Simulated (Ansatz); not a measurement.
**Run report: TiB2, geometry relaxation (part 3 of 3)**

TiB2 (slab, 36 atoms in the cell); DFT PBE, scalar-relativistic, plane waves, PAW, no spin polarisation (Ansatz 0.2.0); cutoff 420 eV, 3×3×1 k-mesh, Gaussian smearing of 0.1 eV. The structure derives from an entry of the Crystallography Open Database. The input holds or restrains some coordinates. It belongs to a series of runs on one base structure; here: clean slab, lower planes held.

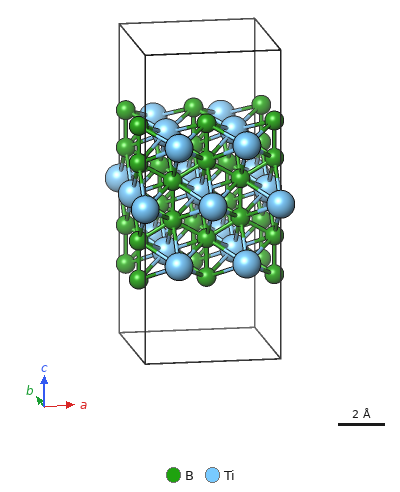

**Figure 1.** The geometry at step 3 of the log (ball-and-stick view of the cell of the calculation, with the vacuum cut short, seen slightly off an axis).

**Trajectory as extended XYZ (Å, eV, eV/Å), 4 frames, from step=1 to step=4**
```
36
Lattice="6.0636 0.0000 0.0000 0.0000 6.4485 0.0000 0.0000 0.0000 23.0017" Properties=species:S:1:pos:R:3:forces:R:3 step=1 energy=-33752.44009
B     3.0318    1.6121    8.0000    0.0000   0.0000   1.2089
B     3.0318    4.8363    8.0000    0.0000   0.0000   1.2089
B     0.0000    1.6121    8.0000    0.0000   0.0000   1.2089
B     0.0000    4.8363    8.0000    0.0000   0.0000   1.2089
Ti    1.5159    0.0000    8.8752    0.0000   0.0000  -1.0960
Ti    1.5159    3.2242    8.8752    0.0000   0.0000  -1.0960
Ti    4.5477    0.0000    8.8752    0.0000   0.0000  -1.0960
Ti    4.5477    3.2242    8.8752    0.0000   0.0000  -1.0960
B     3.0318    1.6121    9.7504    0.0000   0.0000  -0.3566
B     3.0318    4.8363    9.7504    0.0000   0.0000  -0.3566
B     0.0000    1.6121    9.7504    0.0000   0.0000  -0.3566
B     0.0000    4.8363    9.7504    0.0000   0.0000  -0.3566
B     4.5477    1.6121   10.6256    0.0000   0.0000  -0.0099
B     4.5477    4.8363   10.6256    0.0000   0.0000  -0.0099
B     1.5159    1.6121   10.6256    0.0000   0.0000  -0.0099
B     1.5159    4.8363   10.6256    0.0000   0.0000  -0.0099
Ti    3.0318    0.0000   11.5008    0.0000   0.0000   0.0000
Ti    3.0318    3.2242   11.5008    0.0000   0.0000   0.0000
Ti    0.0000    0.0000   11.5008    0.0000   0.0000   0.0000
Ti    0.0000    3.2242   11.5008    0.0000   0.0000   0.0000
B     4.5477    1.6121   12.3760    0.0000   0.0000   0.0099
B     4.5477    4.8363   12.3760    0.0000   0.0000   0.0099
B     1.5159    1.6121   12.3760    0.0000   0.0000   0.0099
B     1.5159    4.8363   12.3760    0.0000   0.0000   0.0099
B     0.0000    1.6121   13.2512    0.0000   0.0000   0.3566
B     0.0000    4.8363   13.2512    0.0000   0.0000   0.3566
B     3.0318    1.6121   13.2512    0.0000   0.0000   0.3566
B     3.0318    4.8363   13.2512    0.0000   0.0000   0.3566
Ti    4.5477    0.0000   14.1264    0.0000   0.0000   1.0960
Ti    4.5477    3.2242   14.1264    0.0000   0.0000   1.0960
Ti    1.5159    0.0000   14.1264    0.0000   0.0000   1.0960
Ti    1.5159    3.2242   14.1264    0.0000   0.0000   1.0960
B     0.0000    1.6121   15.0017    0.0000   0.0000  -1.2089
B     0.0000    4.8363   15.0017    0.0000   0.0000  -1.2089
B     3.0318    1.6121   15.0017    0.0000   0.0000  -1.2089
B     3.0318    4.8363   15.0017    0.0000   0.0000  -1.2089
36
Lattice="6.0636 0.0000 0.0000 0.0000 6.4485 0.0000 0.0000 0.0000 23.0017" Properties=species:S:1:pos:R:3:forces:R:3 step=2 energy=-33752.76899
B     3.0318    1.6121    8.0000    0.0000   0.0000   1.1974
B     3.0318    4.8363    8.0000    0.0000   0.0000   1.1974
B     0.0000    1.6121    8.0000    0.0000   0.0000   1.1974
B     0.0000    4.8363    8.0000    0.0000   0.0000   1.1974
Ti    1.5159    0.0000    8.8752    0.0000   0.0000  -1.0803
Ti    1.5159    3.2242    8.8752    0.0000   0.0000  -1.0803
Ti    4.5477    0.0000    8.8752    0.0000   0.0000  -1.0803
Ti    4.5477    3.2242    8.8752    0.0000   0.0000  -1.0803
B     3.0318    1.6121    9.7504    0.0000   0.0000  -0.3017
B     3.0318    4.8363    9.7504    0.0000   0.0000  -0.3017
B     0.0000    1.6121    9.7504    0.0000   0.0000  -0.3017
B     0.0000    4.8363    9.7504    0.0000   0.0000  -0.3017
B     4.5477    1.6121   10.6256    0.0000   0.0000   0.1206
B     4.5477    4.8363   10.6256    0.0000   0.0000   0.1206
B     1.5159    1.6121   10.6256    0.0000   0.0000   0.1206
B     1.5159    4.8363   10.6256    0.0000   0.0000   0.1206
Ti    3.0318    0.0000   11.5057    0.0000   0.0000   0.0671
Ti    3.0318    3.2242   11.5057    0.0000   0.0000   0.0671
Ti    0.0000    0.0000   11.5057    0.0000   0.0000   0.0671
Ti    0.0000    3.2242   11.5057    0.0000   0.0000   0.0671
B     4.5477    1.6121   12.3860    0.0000   0.0000   0.0447
B     4.5477    4.8363   12.3860    0.0000   0.0000   0.0447
B     1.5159    1.6121   12.3860    0.0000   0.0000   0.0447
B     1.5159    4.8363   12.3860    0.0000   0.0000   0.0447
B     0.0000    1.6121   13.2530    0.0000   0.0000   0.2873
B     0.0000    4.8363   13.2530    0.0000   0.0000   0.2873
B     3.0318    1.6121   13.2530    0.0000   0.0000   0.2873
B     3.0318    4.8363   13.2530    0.0000   0.0000   0.2873
Ti    4.5477    0.0000   14.2090    0.0000   0.0000   0.1352
Ti    4.5477    3.2242   14.2090    0.0000   0.0000   0.1352
Ti    1.5159    0.0000   14.2090    0.0000   0.0000   0.1352
Ti    1.5159    3.2242   14.2090    0.0000   0.0000   0.1352
B     0.0000    1.6121   14.9654    0.0000   0.0000  -0.4698
B     0.0000    4.8363   14.9654    0.0000   0.0000  -0.4698
B     3.0318    1.6121   14.9654    0.0000   0.0000  -0.4698
B     3.0318    4.8363   14.9654    0.0000   0.0000  -0.4698
36
Lattice="6.0636 0.0000 0.0000 0.0000 6.4485 0.0000 0.0000 0.0000 23.0017" Properties=species:S:1:pos:R:3:forces:R:3 step=3 energy=-33752.79783
B     3.0318    1.6121    8.0000    0.0000   0.0000   1.1911
B     3.0318    4.8363    8.0000    0.0000   0.0000   1.1911
B     0.0000    1.6121    8.0000    0.0000   0.0000   1.1911
B     0.0000    4.8363    8.0000    0.0000   0.0000   1.1911
Ti    1.5159    0.0000    8.8752    0.0000   0.0000  -1.0661
Ti    1.5159    3.2242    8.8752    0.0000   0.0000  -1.0661
Ti    4.5477    0.0000    8.8752    0.0000   0.0000  -1.0661
Ti    4.5477    3.2242    8.8752    0.0000   0.0000  -1.0661
B     3.0318    1.6121    9.7504    0.0000   0.0000  -0.2710
B     3.0318    4.8363    9.7504    0.0000   0.0000  -0.2710
B     0.0000    1.6121    9.7504    0.0000   0.0000  -0.2710
B     0.0000    4.8363    9.7504    0.0000   0.0000  -0.2710
B     4.5477    1.6121   10.6256    0.0000   0.0000   0.1387
B     4.5477    4.8363   10.6256    0.0000   0.0000   0.1387
B     1.5159    1.6121   10.6256    0.0000   0.0000   0.1387
B     1.5159    4.8363   10.6256    0.0000   0.0000   0.1387
Ti    3.0318    0.0000   11.5112    0.0000   0.0000  -0.0431
Ti    3.0318    3.2242   11.5112    0.0000   0.0000  -0.0431
Ti    0.0000    0.0000   11.5112    0.0000   0.0000  -0.0431
Ti    0.0000    3.2242   11.5112    0.0000   0.0000  -0.0431
B     4.5477    1.6121   12.3876    0.0000   0.0000  -0.0329
B     4.5477    4.8363   12.3876    0.0000   0.0000  -0.0329
B     1.5159    1.6121   12.3876    0.0000   0.0000  -0.0329
B     1.5159    4.8363   12.3876    0.0000   0.0000  -0.0329
B     0.0000    1.6121   13.2509    0.0000   0.0000   0.0312
B     0.0000    4.8363   13.2509    0.0000   0.0000   0.0312
B     3.0318    1.6121   13.2509    0.0000   0.0000   0.0312
B     3.0318    4.8363   13.2509    0.0000   0.0000   0.0312
Ti    4.5477    0.0000   14.2130    0.0000   0.0000   0.0007
Ti    4.5477    3.2242   14.2130    0.0000   0.0000   0.0007
Ti    1.5159    0.0000   14.2130    0.0000   0.0000   0.0007
Ti    1.5159    3.2242   14.2130    0.0000   0.0000   0.0007
B     0.0000    1.6121   14.9317    0.0000   0.0000   0.0520
B     0.0000    4.8363   14.9317    0.0000   0.0000   0.0520
B     3.0318    1.6121   14.9317    0.0000   0.0000   0.0520
B     3.0318    4.8363   14.9317    0.0000   0.0000   0.0520
36
Lattice="6.0636 0.0000 0.0000 0.0000 6.4485 0.0000 0.0000 0.0000 23.0017" Properties=species:S:1:pos:R:3:forces:R:3 step=4 energy=-33752.79889
B     3.0318    1.6121    8.0000    0.0000   0.0000   1.1917
B     3.0318    4.8363    8.0000    0.0000   0.0000   1.1917
B     0.0000    1.6121    8.0000    0.0000   0.0000   1.1917
B     0.0000    4.8363    8.0000    0.0000   0.0000   1.1917
Ti    1.5159    0.0000    8.8752    0.0000   0.0000  -1.0662
Ti    1.5159    3.2242    8.8752    0.0000   0.0000  -1.0662
Ti    4.5477    0.0000    8.8752    0.0000   0.0000  -1.0662
Ti    4.5477    3.2242    8.8752    0.0000   0.0000  -1.0662
B     3.0318    1.6121    9.7504    0.0000   0.0000  -0.2712
B     3.0318    4.8363    9.7504    0.0000   0.0000  -0.2712
B     0.0000    1.6121    9.7504    0.0000   0.0000  -0.2712
B     0.0000    4.8363    9.7504    0.0000   0.0000  -0.2712
B     4.5477    1.6121   10.6256    0.0000   0.0000   0.1530
B     4.5477    4.8363   10.6256    0.0000   0.0000   0.1530
B     1.5159    1.6121   10.6256    0.0000   0.0000   0.1530
B     1.5159    4.8363   10.6256    0.0000   0.0000   0.1530
Ti    3.0318    0.0000   11.5109    0.0000   0.0000  -0.0076
Ti    3.0318    3.2242   11.5109    0.0000   0.0000  -0.0076
Ti    0.0000    0.0000   11.5109    0.0000   0.0000  -0.0076
Ti    0.0000    3.2242   11.5109    0.0000   0.0000  -0.0076
B     4.5477    1.6121   12.3882    0.0000   0.0000   0.0070
B     4.5477    4.8363   12.3882    0.0000   0.0000   0.0070
B     1.5159    1.6121   12.3882    0.0000   0.0000   0.0070
B     1.5159    4.8363   12.3882    0.0000   0.0000   0.0070
B     0.0000    1.6121   13.2562    0.0000   0.0000   0.0010
B     0.0000    4.8363   13.2562    0.0000   0.0000   0.0010
B     3.0318    1.6121   13.2562    0.0000   0.0000   0.0010
B     3.0318    4.8363   13.2562    0.0000   0.0000   0.0010
Ti    4.5477    0.0000   14.2168    0.0000   0.0000  -0.0019
Ti    4.5477    3.2242   14.2168    0.0000   0.0000  -0.0019
Ti    1.5159    0.0000   14.2168    0.0000   0.0000  -0.0019
Ti    1.5159    3.2242   14.2168    0.0000   0.0000  -0.0019
B     0.0000    1.6121   14.9395    0.0000   0.0000  -0.0059
B     0.0000    4.8363   14.9395    0.0000   0.0000  -0.0059
B     3.0318    1.6121   14.9395    0.0000   0.0000  -0.0059
B     3.0318    4.8363   14.9395    0.0000   0.0000  -0.0059
```

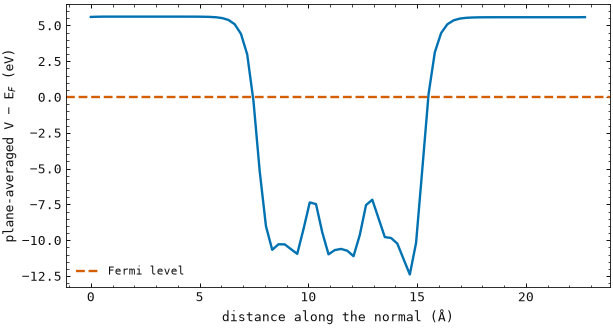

**Figure 2.** Plane average of the electrostatic potential energy of an electron across the cell, from the Fermi level. The vacuum level lies 5.57 eV above the Fermi level on the upper side and 5.62 eV on the lower.

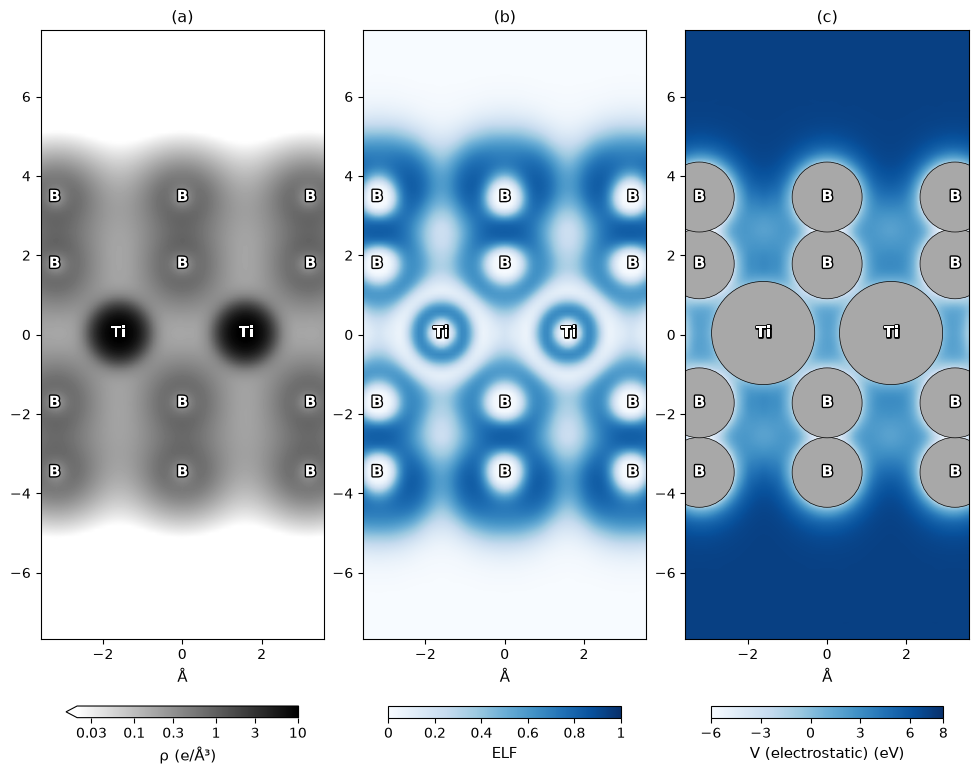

**Figure 3.** (a) valence pseudo-density; (b) electron localisation function; (c) electrostatic potential energy of an electron on the (100) plane of the calculation cell, a cut from vacuum to vacuum. Grey discs, where drawn, cover atomic cores. Atoms in the plane: B and Ti. B–B (1.68 Å): ρ at the midpoint is about 0.87 e/Å³, a local maximum along the line; the ELF peaks at about 0.85 between the atoms (localised, shared-pair bonding). B–B (1.75 Å): the density is about 0.79 e/Å³ at the midpoint, a local maximum along the line; the ELF peaks at about 0.80 between the atoms (a covalent bond). Ti–B (2.38 Å): ρ is about 0.33 e/Å³ halfway; the ELF is about 0.20 at the midpoint. The density dies away to nearly zero in the vacuum. The strong features right at Ti lie inside the PAW spheres (semicore, d or f shells) and say nothing about bonding. The fields are those of the smooth PAW valence density.

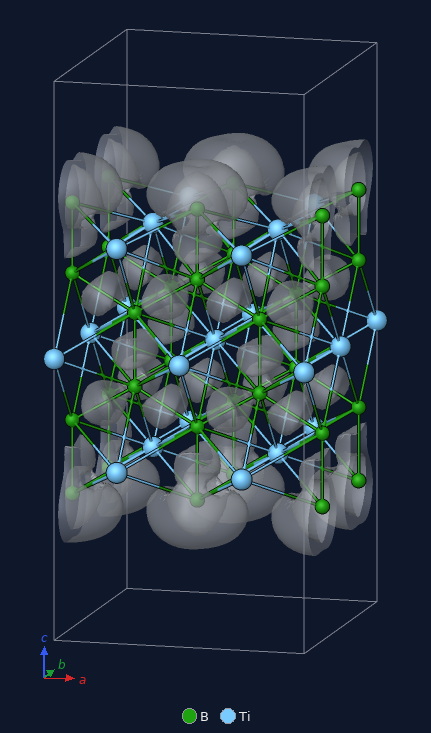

**Figure 4.** Isosurface of the electron localisation function at 0.7 (grey), seen slightly off an axis. Only the valence region is drawn (cores and ρ < 0.01 e/Å³ removed). Sticks mark near contacts. Counts are for one cell; the picture repeats the cell along the surface.  Values along the shortest contacts: Ti–B (2.33 Å): the ELF is about 0.25 at the midpoint.

**Results in brief**

| quantity | value |
| --- | --- |
| outcome | converged under the restraints of the input |
| electrons treated | 216 |
| free energy | −33752.7989 eV |
| work function, top face | 5.57 eV |
| work function, bottom face | 5.62 eV |
| Fermi energy | 1.518 eV |
| gap on the k-point mesh | none (metallic) |
| final volume | 899.39 Å³ |
| work function (upper face) | 5.57 eV |
| largest force (length of the vector) at the end, held atoms and coordinates included | 1.192 eV/Å |
| wall time | 64 s (CPU time 3.8 min) |
| peak memory | 2.4 GiB |

**Notes**

Warnings of the run: the exchange-correlation potential is rough where the density is thin.
